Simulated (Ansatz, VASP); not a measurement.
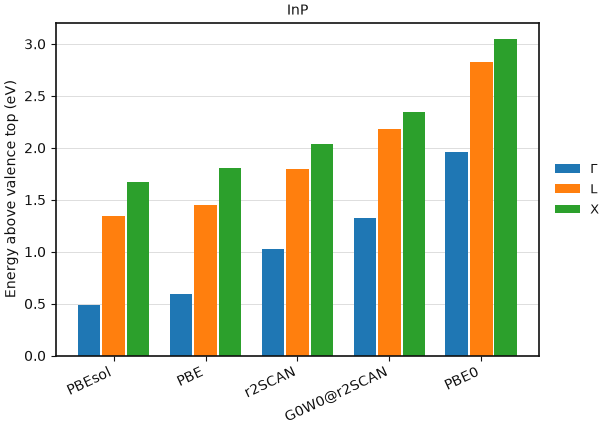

Lowest conduction level at each named k point, counted from the valence-band top at Γ, by several methods on one cell of zincblende InP, space group F-43m, 2 atoms in the primitive cell, relaxed with r2SCAN; cubic a = 5.908 Å. All runs are without spin-orbit coupling and carry no moments.

```csv
method,program,Γ (eV),L (eV),X (eV)
PBEsol,VASP,0.49,1.34,1.67
PBE,Ansatz,0.59,1.45,1.81
r2SCAN,Ansatz,1.03,1.80,2.04
G0W0@r2SCAN,Ansatz,1.32,2.18,2.34
PBE0,Ansatz,1.96,2.83,3.05
```

**What does G0W0@PBE0 give? It was run as: PBE0, Ansatz PAW set, 6×6×6 k mesh, 420 eV cutoff, fixed occupations (Ansatz 0.2.0), G0W0 with empty bands 282, screening cutoff 180 eV and frequency treatment contour deformation.**

It starts from PBE0, whose row gives 1.96 eV at Γ. G0W0@PBE0 gives 1.66 eV at Γ, 2.53 eV at L and 2.68 eV at X, which is −0.30 eV from PBE0 at Γ.

**Does G0W0@PBE0 shift these levels rigidly from PBE0?**

The shifts are −0.30 eV at Γ, −0.30 eV at L and −0.37 eV at X: a spread of 0.08 eV on a mean of −0.32 eV, so one shift describes them only roughly.

**How do the methods rank at Γ?**

From low to high: PBEsol 0.49, PBE 0.59, r2SCAN 1.03, G0W0@r2SCAN 1.32, G0W0@PBE0 1.66, PBE0 1.96 eV. Too close to rank are PBEsol against PBE (different programs, potentials and cutoffs).

Settings. PBEsol: VASP PAW recommended PBE set, 8×8×8 k mesh, 520 eV cutoff, Gaussian smearing of 0.01 eV (VASP 6.6.1). PBE: Ansatz PAW set, 8×8×8 k mesh, 420 eV cutoff, Fermi-Dirac smearing of 0.02 eV (Ansatz). r2SCAN: Ansatz PAW set, 8×8×8 k mesh, 500 eV cutoff, fixed occupations (Ansatz 0.2.0). G0W0@r2SCAN: r2SCAN, Ansatz PAW set, 6×6×6 k mesh, 500 eV cutoff, fixed occupations (Ansatz), G0W0 with empty bands 282, screening cutoff 180 eV and frequency treatment contour deformation. PBE0: Ansatz PAW set, 6×6×6 k mesh, 420 eV cutoff, fixed occupations (Ansatz 0.2.0).

These are six of the 13 methods that were run on this cell. The runs come from different programs and meshes, which adds differences of its own. Spin-orbit coupling is left out, which matters for In. PBEsol, r2SCAN, G0W0@r2SCAN, G0W0@PBE0 and PBE0: the PAW data sets were made with another functional. LDA, GGA and most meta-GGA functionals understate gaps. G0W0@r2SCAN and G0W0@PBE0: the filled d shell of In makes GW gaps converge slowly, so they lie under their value at the basis limit. G0W0@r2SCAN and G0W0@PBE0: the k mesh is thin for GW. PBE0: the k mesh is thin for exact exchange. The GW values are at finite bands, cutoffs and mesh, short of the basis limit.
